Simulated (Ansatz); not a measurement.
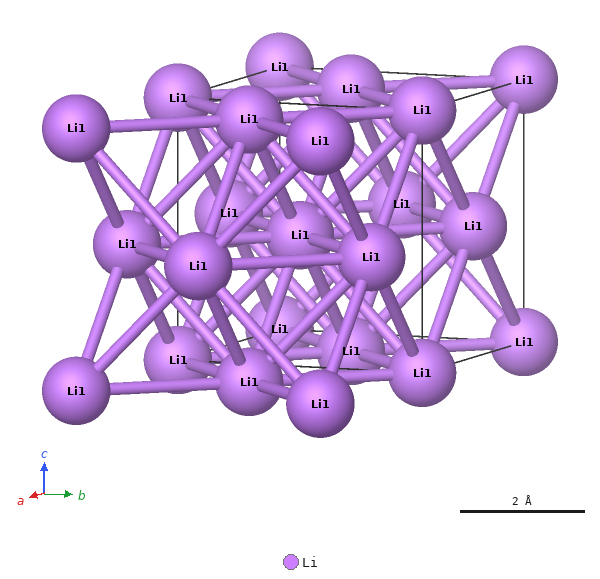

**Figure 1.** The structure (ball-and-stick view of the cell 4 times as large as that of the calculation, set on its symmetry axes, repeated 2 × 1 × 1, seen slightly off an axis; atoms are numbered from 1 in the order of the input).

**Li: phonon calculation (part 1 of 2)**

- system: Li (Fm-3m, 1 atom in the cell)
- method: DFT, PBEsol, PAW with Ansatz's default frozen-core files, scalar-relativistic; harmonic phonons by finite displacements, no spin polarisation (Ansatz 0.2.0)

The structure derives from an entry of the Crystallography Open Database. Its volume is 0.97 times that of the source entry. It belongs to a series of runs on one base structure; here: volume scaled by 0.970, PAW files. Figures and captions count atoms from 1; the log counts them from 0 in places.

### The input
```yaml
crystal:
  lattice:
    - [0.0, 2.13746490229, 2.13746490229]
    - [2.13746490229, 0.0, 2.13746490229]
    - [2.13746490229, 2.13746490229, 0.0]
  atoms:
    - { symbol: Li, position: [0.0, 0.0, 0.0] }
kpoints:
  mp_grid: { grid: [20, 20, 20] }
scf:
  occupations: { method: fermi_dirac, width: 0.05 }
hamiltonian:
  xc: pbesol
  pseudopotentials: { kind: paw }
phonons:
  qmesh: [4, 4, 4]
  qpath:
    path:
      - [0.0, 0.0, 0.0]
      - [0.5, 0.0, 0.5]
      - [0.625, 0.25, 0.625]
      - [0.375, 0.375, 0.75]
      - [0.0, 0.0, 0.0]
      - [0.5, 0.5, 0.5]
      - [0.5, 0.25, 0.75]
      - [0.5, 0.0, 0.5]
    npoints: 6
  temperatures: { t_min: 0, t_max: 1000, t_step: 100 }
```

Hardware: 2 threads of Intel Xeon @ 2.90GHz (Ice Lake), 32 GiB of memory available, shared host.

Run as:
```bash
ansatz run input.yaml --threads 2 --pin off --max-ram 10240MiB --backend cpu --events-out ev --progress --plain --runs-dir out
```

### Output
```
Engine: ansatz 0.2.0, x86_64-unknown-linux-gnu
Pseudopotentials: kind: paw
Pseudopotential: Li, paw, valence charge 3, recommended cutoff 420 eV (normal), Li.paw.azcp
Functional definition: PBEsol
  exchange = pbesol_x
  correlation = pbesol_c
Crystal: 4 atoms, lattice volume = 78.124 Å³
Basis set: ecut = 420 eV, 1543 PW (Γ), FFT grids on a1, a2, −a1+2a2+a3, exchange–correlation on 48×72×72 points (8 copies of the dense FFT grid, shifted against one another)
Bands: 10, of which v1, the nominal top of the filled ones, is band 6 counted from 1 (5 counted from 0)
Symmetry: 16 space group operations
k-points: 531 of 2000
Non-local potential: Li, projectors of the file, l = 0: 3, l = 1: 2, l = 2: 1
PAW form: soft (Blöchl's): semilocal exchange-correlation on the pseudo side does not see the compensation charge
PAW one-centre angular grid: Li, 110 points (default); XC on 64 Gauss nodes
Initial density: handed on by an earlier stage of this run
Initial wavefunctions: those handed on with the density
Functional: x = pbesol(κ = 0.804, μ = 0.12345679012345678), c = pbesol(β = 0.046)
SCF iter   1: F=—  HF=-812.003374 eV  |F-HF|=—  |Δ(HF+E_count)|=         —  Δρ=1.10e-9  dr2=3.53e-16  ethr=5.21e-12  ⟨swp⟩=5.4  Hψ=30502  notcnv=0
preconditioner: auto → none  [metal: Δε(μ)=0.066 eV  Ē_g=4.067 eV  σ=0.050 eV  W_gap=0.31  n_scr=8 (ndim 8)  ℏωp=8.4 eV  f_vac=0.000  D(μ)=1.77/eV (n_scr^D=8)]
SCF iter   2: F=-812.003374 eV  HF=-812.003374 eV  |F-HF|=1.14e-13  |Δ(HF+E_count)|=  6.82e-13  Δρ=5.47e-10  dr2=8.76e-17  ethr=1.00e-12  ⟨swp⟩=1.1  Hψ=7464  notcnv=0
SCF 1 converged in 2 iterations: F = -812.003374 eV  dr2 = 8.76e-17
  greatest PAW one-centre occupation: 1.000 electrons in one spin orbital (limit 2), on the Li atom at site 3 (counted from 0), in its partial waves of l = 0
Symmetry: 2 space group operations
k-points: 531 of 2000 (time reversal used)
iter 1 solved again at ethr=5.78e-8 eV; its pass at ethr=3.10e-3 eV (dr2=6.94e-6 eV) is discarded
SCF iter   1: F=—  HF=-812.003395 eV  |F-HF|=—  |Δ(HF+E_count)|=         —  Δρ=4.15e-5  dr2=6.95e-6  ethr=5.78e-8  ⟨swp⟩=2.4  Hψ=38855  notcnv=0  defer=1
SCF iter   2: F=—  HF=-812.003369 eV  |F-HF|=—  |Δ(HF+E_count)|=   2.64e-5  Δρ=1.33e-5  dr2=5.22e-7  ethr=5.78e-8  ⟨swp⟩=1.9  Hψ=6105  notcnv=0  defer=1
SCF iter   3: F=—  HF=-812.003369 eV  |F-HF|=—  |Δ(HF+E_count)|=   3.70e-8  Δρ=4.95e-6  dr2=9.19e-9  ethr=4.35e-9  ⟨swp⟩=1.8  Hψ=5950  notcnv=0  defer=1
SCF iter   4: F=—  HF=-812.003369 eV  |F-HF|=—  |Δ(HF+E_count)|=  1.50e-10  Δρ=1.17e-6  dr2=1.09e-9  ethr=7.66e-11  ⟨swp⟩=1.0  Hψ=5318  notcnv=0  defer=1
SCF iter   5: F=—  HF=-812.003369 eV  |F-HF|=—  |Δ(HF+E_count)|=  1.32e-10  Δρ=1.38e-7  dr2=7.67e-12  ethr=9.06e-12  ⟨swp⟩=1.4  Hψ=5712  notcnv=0  defer=1
SCF iter   6: F=-812.003369 eV  HF=-812.003369 eV  |F-HF|=0.00e0  |Δ(HF+E_count)|=  2.50e-12  Δρ=2.14e-8  dr2=1.69e-13  ethr=1.00e-12  ⟨swp⟩=4.0  Hψ=16504  notcnv=0
SCF 2 converged in 6 iterations: F = -812.003369 eV  dr2 = 1.69e-13
  greatest PAW one-centre occupation: 1.000 electrons in one spin orbital (limit 2), on the Li atom at site 1 (counted from 0), in its partial waves of l = 0
Symmetry: 1 space group operations
k-points: 1002 of 2000 (time reversal used)
iter 1 solved again at ethr=2.39e-8 eV; its pass at ethr=3.10e-3 eV (dr2=2.86e-6 eV) is discarded
SCF iter   1: F=—  HF=-812.003396 eV  |F-HF|=—  |Δ(HF+E_count)|=         —  Δρ=2.96e-5  dr2=2.87e-6  ethr=2.39e-8  ⟨swp⟩=2.0  Hψ=72799  notcnv=0
SCF iter   2: F=—  HF=-812.003370 eV  |F-HF|=—  |Δ(HF+E_count)|=   2.54e-5  Δρ=9.48e-6  dr2=1.64e-7  ethr=2.39e-8  ⟨swp⟩=2.0  Hψ=11668  notcnv=0
SCF iter   3: F=—  HF=-812.003370 eV  |F-HF|=—  |Δ(HF+E_count)|=   6.49e-8  Δρ=4.32e-6  dr2=1.19e-8  ethr=1.37e-9  ⟨swp⟩=1.7  Hψ=11065  notcnv=0
SCF iter   4: F=—  HF=-812.003370 eV  |F-HF|=—  |Δ(HF+E_count)|=  4.04e-10  Δρ=1.11e-6  dr2=1.05e-9  ethr=9.92e-11  ⟨swp⟩=1.0  Hψ=10086  notcnv=0
SCF iter   5: F=—  HF=-812.003370 eV  |F-HF|=—  |Δ(HF+E_count)|=  3.99e-11  Δρ=2.71e-7  dr2=5.83e-11  ethr=8.75e-12  ⟨swp⟩=1.7  Hψ=11015  notcnv=0
SCF iter   6: F=-812.003370 eV  HF=-812.003370 eV  |F-HF|=6.82e-13  |Δ(HF+E_count)|=  1.01e-11  Δρ=3.02e-8  dr2=3.94e-13  ethr=1.00e-12  ⟨swp⟩=4.0  Hψ=32849  notcnv=0
SCF 3 converged in 6 iterations: F = -812.003370 eV  dr2 = 3.94e-13
Basis set: ecut = 420 eV, 1533 PW (Γ), FFT grids on a1, a2, −2a1−2a2+a3, exchange–correlation on 48×60×90 points (8 copies of the dense FFT grid, shifted against one another)
Symmetry: 32 space group operations
k-points: 363 of 2000
SCF iter   1: F=—  HF=-812.003374 eV  |F-HF|=—  |Δ(HF+E_count)|=         —  Δρ=1.10e-9  dr2=3.09e-16  ethr=5.21e-12  ⟨swp⟩=4.9  Hψ=20277  notcnv=0
preconditioner: auto → none  [metal: Δε(μ)=0.066 eV  Ē_g=4.063 eV  σ=0.050 eV  W_gap=0.31  n_scr=8 (ndim 8)  ℏωp=8.4 eV  f_vac=0.000  D(μ)=1.77/eV (n_scr^D=8)]
SCF iter   2: F=-812.003374 eV  HF=-812.003374 eV  |F-HF|=2.27e-13  |Δ(HF+E_count)|=  2.27e-13  Δρ=5.41e-10  dr2=7.49e-17  ethr=1.00e-12  ⟨swp⟩=1.2  Hψ=5192  notcnv=0
SCF 4 converged in 2 iterations: F = -812.003374 eV  dr2 = 7.49e-17
Symmetry: 4 space group operations
k-points: 363 of 2000 (time reversal used)
iter 1 solved again at ethr=1.74e-8 eV; its pass at ethr=3.10e-3 eV (dr2=2.09e-6 eV) is discarded
SCF iter   1: F=—  HF=-812.003384 eV  |F-HF|=—  |Δ(HF+E_count)|=         —  Δρ=2.90e-5  dr2=2.09e-6  ethr=1.74e-8  ⟨swp⟩=2.0  Hψ=25641  notcnv=0
SCF iter   2: F=—  HF=-812.003368 eV  |F-HF|=—  |Δ(HF+E_count)|=   1.61e-5  Δρ=8.58e-6  dr2=5.34e-8  ethr=1.74e-8  ⟨swp⟩=1.6  Hψ=4101  notcnv=0
SCF iter   3: F=—  HF=-812.003368 eV  |F-HF|=—  |Δ(HF+E_count)|=   1.36e-7  Δρ=3.17e-6  dr2=4.58e-9  ethr=4.45e-10  ⟨swp⟩=1.0  Hψ=3654  notcnv=0
SCF iter   4: F=—  HF=-812.003368 eV  |F-HF|=—  |Δ(HF+E_count)|=  6.86e-10  Δρ=8.62e-7  dr2=3.46e-9  ethr=3.82e-11  ⟨swp⟩=1.7  Hψ=4054  notcnv=0
SCF iter   5: F=—  HF=-812.003368 eV  |F-HF|=—  |Δ(HF+E_count)|=  7.71e-10  Δρ=2.79e-7  dr2=3.14e-11  ethr=2.89e-11  ⟨swp⟩=1.6  Hψ=3925  notcnv=0
SCF iter   6: F=-812.003368 eV  HF=-812.003368 eV  |F-HF|=2.27e-13  |Δ(HF+E_count)|=  6.37e-12  Δρ=1.43e-8  dr2=1.40e-13  ethr=1.00e-12  ⟨swp⟩=4.0  Hψ=11892  notcnv=0
SCF 5 converged in 6 iterations: F = -812.003368 eV  dr2 = 1.40e-13
  greatest PAW one-centre occupation: 1.000 electrons in one spin orbital (limit 2), on the Li atom at site 0 (counted from 0), in its partial waves of l = 0
k-points: 561 of 2000 (time reversal used)
iter 1 solved again at ethr=4.84e-8 eV; its pass at ethr=3.10e-3 eV (dr2=5.81e-6 eV) is discarded
SCF iter   1: F=—  HF=-812.003388 eV  |F-HF|=—  |Δ(HF+E_count)|=         —  Δρ=3.33e-5  dr2=5.80e-6  ethr=4.84e-8  ⟨swp⟩=2.4  Hψ=39794  notcnv=0
SCF iter   2: F=—  HF=-812.003371 eV  |F-HF|=—  |Δ(HF+E_count)|=   1.67e-5  Δρ=2.21e-5  dr2=2.83e-6  ethr=4.83e-8  ⟨swp⟩=1.8  Hψ=6307  notcnv=0
SCF iter   3: F=—  HF=-812.003371 eV  |F-HF|=—  |Δ(HF+E_count)|=   4.01e-7  Δρ=5.76e-6  dr2=1.85e-8  ethr=2.36e-8  ⟨swp⟩=1.6  Hψ=6077  notcnv=0
SCF iter   4: F=—  HF=-812.003370 eV  |F-HF|=—  |Δ(HF+E_count)|=   2.83e-7  Δρ=3.66e-7  dr2=6.56e-11  ethr=1.54e-10  ⟨swp⟩=1.5  Hψ=6233  notcnv=0
SCF iter   5: F=—  HF=-812.003370 eV  |F-HF|=—  |Δ(HF+E_count)|=  1.40e-11  Δρ=6.68e-8  dr2=9.22e-12  ethr=1.00e-12  ⟨swp⟩=4.2  Hψ=18583  notcnv=0
SCF iter   6: F=—  HF=-812.003370 eV  |F-HF|=—  |Δ(HF+E_count)|=  4.77e-12  Δρ=5.76e-8  dr2=2.05e-11  ethr=1.00e-12  ⟨swp⟩=4.0  Hψ=16135  notcnv=0
SCF iter   7: F=-812.003370 eV  HF=-812.003370 eV  |F-HF|=3.41e-13  |Δ(HF+E_count)|=  5.00e-12  Δρ=1.15e-8  dr2=5.38e-13  ethr=1.00e-12  ⟨swp⟩=2.8  Hψ=17783  notcnv=0
SCF 6 converged in 7 iterations: F = -812.003370 eV  dr2 = 5.38e-13
Basis set: ecut = 420 eV, 1527 PW (Γ), FFT grids on a1, a2, −a1−a2+a3, exchange–correlation on 48×48×144 points (8 copies of the dense FFT grid, shifted against one another)
Symmetry: 48 space group operations
k-points: 198 of 2000
SCF iter   1: F=—  HF=-812.003374 eV  |F-HF|=—  |Δ(HF+E_count)|=         —  Δρ=1.02e-9  dr2=3.07e-16  ethr=5.21e-12  ⟨swp⟩=5.6  Hψ=11539  notcnv=0
preconditioner: auto → none  [metal: Δε(μ)=0.066 eV  Ē_g=4.174 eV  σ=0.050 eV  W_gap=0.31  n_scr=6 (ndim 8)  ℏωp=8.4 eV  f_vac=0.000  D(μ)=1.77/eV (n_scr^D=6)]
SCF iter   2: F=-812.003374 eV  HF=-812.003374 eV  |F-HF|=1.14e-13  |Δ(HF+E_count)|=  2.27e-13  Δρ=5.07e-10  dr2=7.59e-17  ethr=1.00e-12  ⟨swp⟩=1.0  Hψ=2777  notcnv=0
SCF 7 converged in 2 iterations: F = -812.003374 eV  dr2 = 7.59e-17
iter 1 solved again at ethr=1.21e-7 eV; its pass at ethr=3.10e-3 eV (dr2=1.45e-5 eV) is discarded
SCF iter   1: F=—  HF=-812.003379 eV  |F-HF|=—  |Δ(HF+E_count)|=         —  Δρ=3.65e-5  dr2=1.45e-5  ethr=1.21e-7  ⟨swp⟩=1.9  Hψ=38421  notcnv=0  defer=4
SCF iter   2: F=—  HF=-812.003390 eV  |F-HF|=—  |Δ(HF+E_count)|=   1.05e-5  Δρ=1.06e-4  dr2=1.91e-4  ethr=1.21e-7  ⟨swp⟩=1.6  Hψ=5749  notcnv=0  defer=4
SCF iter   3: F=—  HF=-812.003372 eV  |F-HF|=—  |Δ(HF+E_count)|=   1.79e-5  Δρ=9.56e-6  dr2=8.32e-7  ethr=1.21e-7  ⟨swp⟩=1.4  Hψ=5523  notcnv=0  defer=4
SCF iter   4: F=—  HF=-812.003372 eV  |F-HF|=—  |Δ(HF+E_count)|=   8.72e-8  Δρ=3.74e-6  dr2=7.29e-9  ethr=6.94e-9  ⟨swp⟩=1.0  Hψ=5294  notcnv=0  defer=4
SCF iter   5: F=—  HF=-812.003372 eV  |F-HF|=—  |Δ(HF+E_count)|=   1.74e-9  Δρ=8.55e-7  dr2=1.23e-8  ethr=6.07e-11  ⟨swp⟩=1.4  Hψ=6082  notcnv=0  defer=4
SCF iter   6: F=—  HF=-812.003372 eV  |F-HF|=—  |Δ(HF+E_count)|=   1.12e-9  Δρ=1.69e-7  dr2=3.26e-10  ethr=6.07e-11  ⟨swp⟩=1.0  Hψ=5294  notcnv=0  defer=4
SCF iter   7: F=-812.003372 eV  HF=-812.003372 eV  |F-HF|=1.36e-12  |Δ(HF+E_count)|=  2.47e-11  Δρ=4.96e-8  dr2=3.48e-12  ethr=1.00e-12  ⟨swp⟩=2.9  Hψ=18592  notcnv=0
SCF 8 converged in 7 iterations: F = -812.003372 eV  dr2 = 3.48e-12
Basis set: ecut = 420 eV, 1525 PW (Γ), FFT grids on a1, a2, −2a1+2a2+a3, exchange–correlation on 48×48×120 points (8 copies of the dense FFT grid, shifted against one another)
Symmetry: 64 space group operations
SCF iter   1: F=—  HF=-812.003374 eV  |F-HF|=—  |Δ(HF+E_count)|=         —  Δρ=9.56e-10  dr2=2.57e-16  ethr=5.21e-12  ⟨swp⟩=5.1  Hψ=11183  notcnv=0
preconditioner: auto → none  [metal: Δε(μ)=0.066 eV  Ē_g=4.106 eV  σ=0.050 eV  W_gap=0.31  n_scr=4 (ndim 8)  ℏωp=8.4 eV  f_vac=0.000  D(μ)=1.77/eV (n_scr^D=4)]
SCF iter   2: F=-812.003374 eV  HF=-812.003374 eV  |F-HF|=3.41e-13  |Δ(HF+E_count)|=  1.14e-13  Δρ=4.74e-10  dr2=6.36e-17  ethr=1.00e-12  ⟨swp⟩=1.0  Hψ=2781  notcnv=0
SCF 9 converged in 2 iterations: F = -812.003374 eV  dr2 = 6.36e-17
iter 1 solved again at ethr=8.87e-8 eV; its pass at ethr=3.10e-3 eV (dr2=1.06e-5 eV) is discarded
```
